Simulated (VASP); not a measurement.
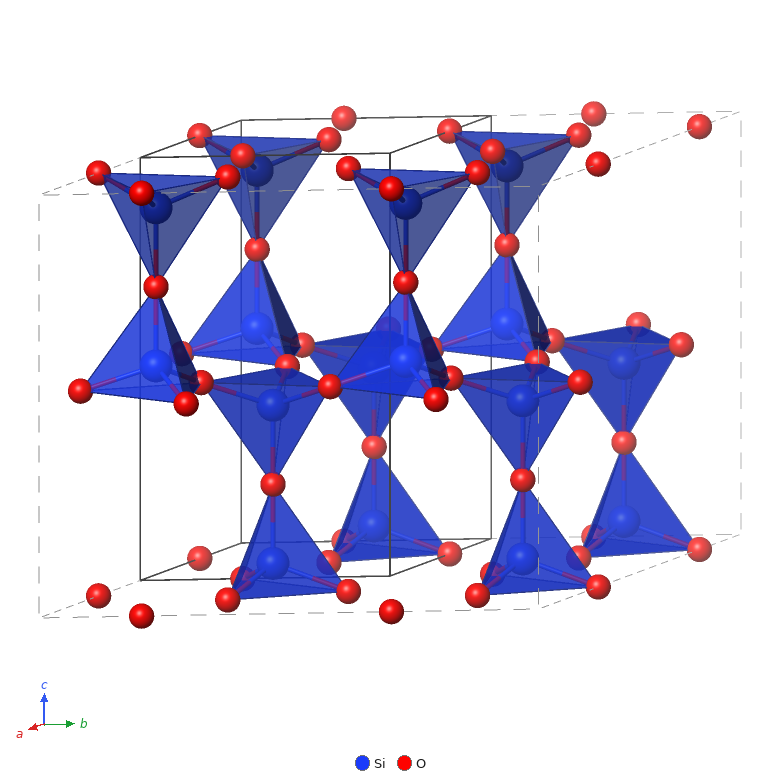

Polyhedra are drawn about Si (bonds: O–Si below 1.8 Å); other atoms are plain spheres.

SiO2 (space group P6_322, No. 182): the end point of a relaxation with VASP Kohn-Sham DFT of a periodic cell, LDA, VASP PAW LDA potentials, recommended in VASP 6.6.1.

Sharing among the drawn polyhedra:

```json
{"site": "Si", "polyhedron": "SiO4 tetrahedron", "corner-sharing neighbours": "4", "edge-sharing": "0", "face-sharing": "0", "bond (Å)": "1.60–1.61"}
```

They form a three-dimensional framework of corner-sharing tetrahedra.
